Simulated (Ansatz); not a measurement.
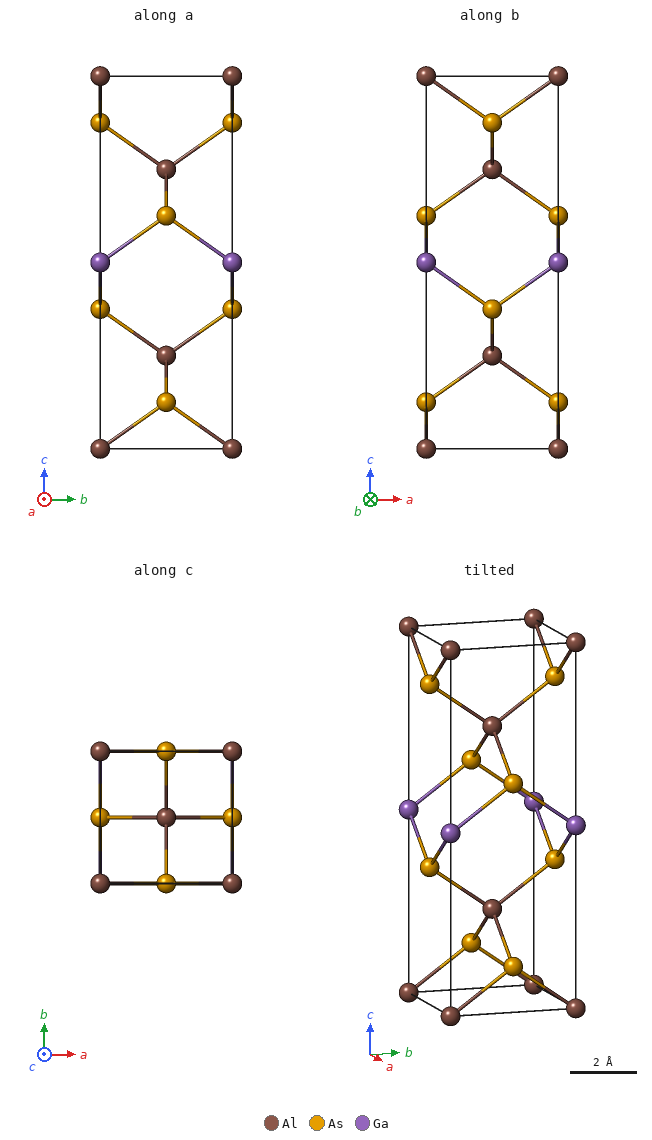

Ball-and-stick drawing of the structure, looking along the a axis, along the b axis, along the c axis and slightly off an axis. One conventional unit cell is framed, with atoms on its boundary repeated.

Lattice parameters: a = 4.0165 Å, b = 4.0165 Å, c = 11.3334 Å, α = 90.000°, β = 90.000°, γ = 90.000°.

Question: Write down what is shown as a CIF in P1 with every atom of the cell.

Answer:
```cif
data_structure
_symmetry_space_group_name_H-M 'P 1'
_symmetry_Int_Tables_number 1
_cell_length_a 4.0165
_cell_length_b 4.0165
_cell_length_c 11.3334
_cell_angle_alpha 90.000
_cell_angle_beta 90.000
_cell_angle_gamma 90.000
_cell_volume 182.83
loop_
_atom_site_label
_atom_site_type_symbol
_atom_site_fract_x
_atom_site_fract_y
_atom_site_fract_z
_atom_site_occupancy
Al1 Al 0.5000 0.5000 0.7497 1
As1 As 0.5000 0.0000 0.8748 1
Al2 Al 0.0000 0.0000 0.0000 1
As2 As 0.0000 0.5000 0.1252 1
Al3 Al 0.5000 0.5000 0.2503 1
As3 As 0.5000 0.0000 0.3748 1
Ga1 Ga 0.0000 0.0000 0.5000 1
As4 As 0.0000 0.5000 0.6252 1
```

The cell started as a structure type filled with these elements by a generator (whether the compound takes this form wasn't checked). The geometry was optimised with Ansatz 0.2.0, DFT, r2SCAN, plane waves, PAW.
